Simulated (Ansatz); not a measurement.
# AlGa3N4: a changed input and its effect

System: AlGa3N4 (Cm, 8 atoms in the cell).
Method of run 1: DFT PBEsol, scalar-relativistic, plane waves, PAW, no spin polarisation (Ansatz 0.2.0).

The structure derives from a Materials Project entry. Text and figures count atoms from 1; the logs count them from 0 in places.

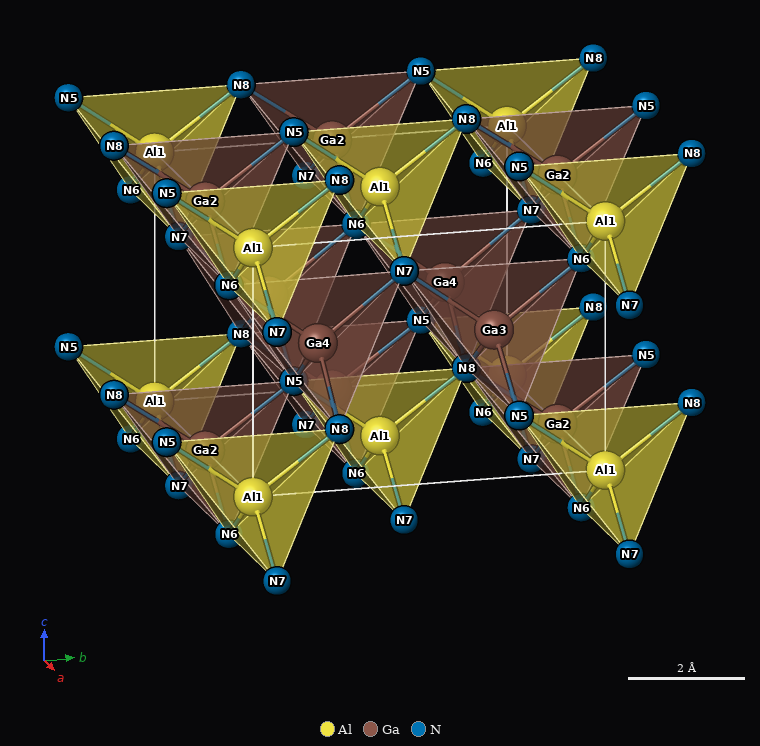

**Figure 1.** The structure as given in the input (polyhedral view of the cell 2 times as large as that of the calculation, set on its symmetry axes, seen slightly off an axis; polyhedra are completed across the faces of the cell; atoms are numbered from 1 in the order of the input). An atom can appear more than once, as a periodic image.

Input, run 1:
```yaml
crystal:
  lattice:
    - [4.4676279261, 0.0, 0.0]
    - [0.0, 4.4676279261, 0.0]
    - [0.0, 0.0, 4.4676279261]
  atoms:
    - { symbol: Al, position: [0.0, 0.0, 0.0] }
    - { symbol: Ga, position: [0.5138489248, 0.4861510752, 0.0] }
    - { symbol: Ga, position: [0.5138489248, -0.0138489248, 0.5] }
    - { symbol: Ga, position: [0.0138489248, 0.4861510752, 0.5] }
    - { symbol: "N", position: [0.755030922, 0.755030922, 0.244969078] }
    - { symbol: "N", position: [0.755030922, 0.244969078, 0.755030922] }
    - { symbol: "N", position: [0.244969078, 0.755030922, 0.755030922] }
    - { symbol: "N", position: [0.244969078, 0.244969078, 0.244969078] }
basis:
  ecutwfc: 420
kpoints:
  mp_grid: { grid: [6, 6, 6] }
hamiltonian:
  xc: pbesol
scf:
  occupations: { method: gaussian, width: 0.05 }
output:
  forces: true
  stress: true
  eigenvalues: true
```

Launched with:
```bash
ansatz run input.yaml --threads 2 --pin off --max-ram 5120MiB --backend cpu --events-out ev --progress --plain --runs-dir out
```

Hardware: 2 threads of Intel Xeon @ 2.50GHz (Skylake/Cascade Lake), 189 GiB of memory available, shared host.

Output, shortened to warnings, some set-up lines, iterations and results (run 1):
```
Basis set: ecut = 420 eV, 1743 PW (Γ), exchange–correlation on 60×60×60 points (8 copies of the dense FFT grid, shifted against one another)
Symmetry: 2 space group operations
k-points: 68 of 216 (time reversal used)
Initial density: superposition of atomic densities (neutral atoms: chi_scale 0, normalization atom), corrected by the library's trained network
[...]
SCF iter   1: F=—  HF=-13274.281896 eV  |F-HF|=—  |Δ(HF+E_count)|=         —  Δρ=1.18e-2  dr2=1.22e-1  ethr=1.77e-3  ⟨swp⟩=6.5  Hψ=10729  notcnv=0
SCF iter   2: F=—  HF=-13274.247289 eV  |F-HF|=—  |Δ(HF+E_count)|=   3.46e-2  Δρ=1.81e-3  dr2=2.86e-3  ethr=1.97e-4  ⟨swp⟩=2.0  Hψ=4152  notcnv=0  defer=230
SCF iter   3: F=—  HF=-13274.246872 eV  |F-HF|=—  |Δ(HF+E_count)|=   4.17e-4  Δρ=8.67e-4  dr2=5.71e-4  ethr=4.61e-6  ⟨swp⟩=2.9  Hψ=4614  notcnv=0  defer=162
SCF iter   4: F=—  HF=-13274.246867 eV  |F-HF|=—  |Δ(HF+E_count)|=   4.85e-6  Δρ=2.08e-4  dr2=3.79e-5  ethr=9.21e-7  ⟨swp⟩=3.0  Hψ=5113  notcnv=0  defer=162
SCF iter   5: F=—  HF=-13274.246792 eV  |F-HF|=—  |Δ(HF+E_count)|=   7.50e-5  Δρ=1.10e-4  dr2=6.72e-6  ethr=6.11e-8  ⟨swp⟩=2.0  Hψ=4518  notcnv=0  defer=162
SCF iter   6: F=—  HF=-13274.246795 eV  |F-HF|=—  |Δ(HF+E_count)|=   3.56e-6  Δρ=1.47e-5  dr2=1.64e-7  ethr=1.08e-8  ⟨swp⟩=3.0  Hψ=4877  notcnv=0  defer=162
SCF iter   7: F=-13274.246795 eV  HF=-13274.246795 eV  |F-HF|=5.11e-8  |Δ(HF+E_count)|=   5.75e-8  Δρ=8.53e-6  dr2=6.48e-8  ethr=1.61e-10  ⟨swp⟩=8.2  Hψ=10242  notcnv=0
SCF 1 converged in 7 iterations: F = -13274.246795 eV  dr2 = 6.48e-8
SCF converged after 7 iterations
Free energy (F): -13274.246795 eV
Harris-Foulkes:  -13274.246795 eV  (|F-HF|=5.11e-8)
Internal energy: -13274.246795 eV  (E = F + TS)
E sigma→0 (E₀):  -13274.246795 eV
Fermi energy:    10.114490 eV
--- Per-component energies (eV) ---
  E_band       = -19.888086
  E_kinetic    = 898.829107
  E_local      = -6513.936782  (includes V_loc(G=0)·N_el)
  E_nonlocal   = 1482.030504
  E_hartree    = 2978.100706
  E_xc         = -483.821831
  E_vxc        = -509.113464  (∫ρ·V_xc dr)
  E_paw        = -6805.260499  (= ΣΔE_a)
  E_vpaw       = -1333.896899  (= ΣTr[D̂ρ^β])
  E_aug_tail   = 0.000098  (compensation charges beyond the density's cutoff)
  E_ewald      = -4832.908566
  E_core_change = 2.720468  (= ΣΔE_core)
  E_smearing   = -0.000000  (= −TS)
  E_closure    = 0.000000  (closes the sum)
  Σ components = -13274.246795   (vs F -13274.246795, Δ=0.00e0)
--- Forces (eV/Å), atoms counted from 1 ---
  atom   1  Al     0.33690159    -0.33690159     0.00680934
  atom   2  Ga    -1.05805811     1.05805811     0.20451393
  atom   3  Ga    -1.05495306     0.53062340     0.20365671
  atom   4  Ga    -0.53062340     1.05495306     0.20365671
  atom   5  N      0.69766583    -0.70320792    -0.19400204
  atom   6  N      0.52717653    -0.52717653    -0.37114034
  atom   7  N      0.37872310    -0.37872310     0.14051223
  atom   8  N      0.70320792    -0.69766583    -0.19400204
  max |Σ_I F_I| component: 4.04e-5 eV/Å
--- Stress (GPa, compression-positive) ---
        0.474110      -0.816598      -2.929274
       -0.816598       0.474110       2.929274
       -2.929274       2.929274       0.959580
  P = ⅓ Tr σ = 0.6359 GPa (6.359 kbar)
```

For run 2 the input was changed thus:
```diff
-  ecutwfc: 420
+  xc_grid: 1
-  xc: pbesol
+  xc: r2scan
```

How does run 2 compare with run 1?

The total energies belong to different methods, so their difference says nothing on which is more stable or more accurate. The gap on the mesh goes from 2.12 to 2.63 eV. The pressure goes from 0.64 to 0.37 GPa. The largest force goes from 1.510 to 1.570 eV/Å. The functional changes from PBEsol to r2SCAN. The SCF takes 8 iterations against 7. The plane waves at Γ go from 1743 to 2301. On the same kind of shared host run 2 took about 2.4 times as long.

Output, shortened to warnings, some set-up lines, iterations and results (run 2):
```
Basis set: ecut = 500 eV, 2301 PW (Γ)
Symmetry: 2 space group operations
k-points: 68 of 216 (time reversal used)
Initial density: superposition of atomic densities (neutral atoms: chi_scale 0, normalization atom), corrected by the library's trained network
[...]
SCF iter   1: F=—  HF=-13457.222697 eV  |F-HF|=—  |Δ(HF+E_count)|=         —  Δρ=1.12e-2  dr2=5.27e-2  dr2_τ=4.40e-1  ethr=1.77e-3  ⟨swp⟩=6.5  Hψ=10810  notcnv=0
SCF iter   2: F=—  HF=-13457.387213 eV  |F-HF|=—  |Δ(HF+E_count)|=   1.65e-1  Δρ=5.57e-3  dr2=1.93e-2  dr2_τ=4.75e-4  ethr=8.49e-5  ⟨swp⟩=2.1  Hψ=5627  notcnv=0  defer=227
SCF iter   3: F=—  HF=-13457.385530 eV  |F-HF|=—  |Δ(HF+E_count)|=   1.68e-3  Δρ=3.40e-3  dr2=4.91e-3  dr2_τ=2.17e-4  ethr=3.11e-5  ⟨swp⟩=2.9  Hψ=4783  notcnv=0  defer=159
SCF iter   4: F=—  HF=-13457.385280 eV  |F-HF|=—  |Δ(HF+E_count)|=   2.50e-4  Δρ=3.21e-4  dr2=7.11e-5  dr2_τ=3.05e-5  ethr=7.92e-6  ⟨swp⟩=2.2  Hψ=4548  notcnv=0  defer=159
SCF iter   5: F=—  HF=-13457.385306 eV  |F-HF|=—  |Δ(HF+E_count)|=   2.62e-5  Δρ=1.48e-4  dr2=1.14e-5  dr2_τ=1.46e-6  ethr=1.15e-7  ⟨swp⟩=2.0  Hψ=4393  notcnv=0  defer=159
SCF iter   6: F=—  HF=-13457.385314 eV  |F-HF|=—  |Δ(HF+E_count)|=   8.47e-6  Δρ=6.30e-5  dr2=3.99e-6  dr2_τ=5.45e-7  ethr=1.84e-8  ⟨swp⟩=2.0  Hψ=4337  notcnv=0  defer=159
SCF iter   7: F=—  HF=-13457.385314 eV  |F-HF|=—  |Δ(HF+E_count)|=   6.81e-7  Δρ=1.53e-5  dr2=2.23e-7  dr2_τ=1.84e-8  ethr=6.43e-9  ⟨swp⟩=2.0  Hψ=4294  notcnv=0  defer=159
SCF iter   8: F=-13457.385313 eV  HF=-13457.385313 eV  |F-HF|=1.39e-8  |Δ(HF+E_count)|=   1.46e-7  Δρ=8.67e-6  dr2=7.15e-8  dr2_τ=3.91e-9  ethr=1.61e-10  ⟨swp⟩=8.7  Hψ=10995  …
SCF 1 converged in 8 iterations: F = -13457.385313 eV  dr2 = 7.15e-8
SCF converged after 8 iterations
Free energy (F): -13457.385313 eV
Harris-Foulkes:  -13457.385313 eV  (|F-HF|=1.39e-8)
Internal energy: -13457.385313 eV  (E = F + TS)
E sigma→0 (E₀):  -13457.385313 eV
Fermi energy:    10.234116 eV
--- Per-component energies (eV) ---
  E_band       = -47.600623
  E_kinetic    = 901.720250
  E_local      = -6525.734765  (includes V_loc(G=0)·N_el)
  E_nonlocal   = 1483.337226
  E_hartree    = 2996.400406
  E_xc         = -464.177036
  E_vxc        = -550.071575  (∫ρ·V_xc dr)
  E_paw        = -7013.885208  (= ΣΔE_a)
  E_vpaw       = -1379.615139  (= ΣTr[D̂ρ^β])
  E_aug_tail   = -0.000043  (compensation charges beyond the density's cutoff)
  E_vtau       = 29.955448  (kinetic-family band-sum trace: ∫τ·v_τ [+ j·A + Jᵃ·Aᵃ] dr)
  E_ewald      = -4832.908566
  E_core_change = -2.137576  (= ΣΔE_core)
  E_smearing   = -0.000000  (= −TS)
  E_closure    = 0.000000  (closes the sum)
  Σ components = -13457.385313   (vs F -13457.385313, Δ=0.00e0)
--- Forces (eV/Å), atoms counted from 1 ---
  atom   1  Al     0.35437162    -0.35437162     0.00745041
  atom   2  Ga    -1.10031846     1.10031846     0.20894121
  atom   3  Ga    -1.09706035     0.54461806     0.20780249
  atom   4  Ga    -0.54461806     1.09706035     0.20780249
  atom   5  N      0.74684092    -0.69372949    -0.22710733
  atom   6  N      0.57988164    -0.57988164    -0.34227236
  atom   7  N      0.36932623    -0.36932623     0.16570264
  atom   8  N      0.69372949    -0.74684092    -0.22710733
  max |Σ_I F_I| component: 2.15e-3 eV/Å
--- Stress (GPa, compression-positive) ---
        0.203709      -0.831953      -2.913782
       -0.831953       0.203709       2.913782
       -2.913784       2.913784       0.690519
  P = ⅓ Tr σ = 0.3660 GPa (3.660 kbar)
```

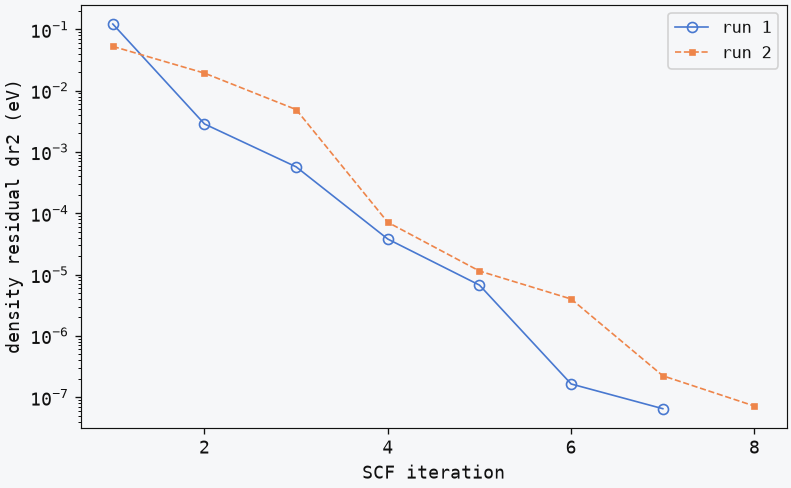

**Figure 2.** Convergence of the two runs: density residual dr2 against the SCF iteration. Run 1 takes 7 iterations in all, and run 2 takes 8.

The two runs side by side:

```csv
quantity,run 1,run 2
outcome,converged,converged
free energy per atom (eV),−1659.2808,−1682.1732
gap on the mesh (eV),2.12,2.63
pressure (GPa),0.64,0.37
largest force (eV/Å),1.510,1.570
SCF iterations,7,8
irreducible k-points,68,68
plane waves at Γ,1743,2301
wall time (shared host),22 s,53 s
```
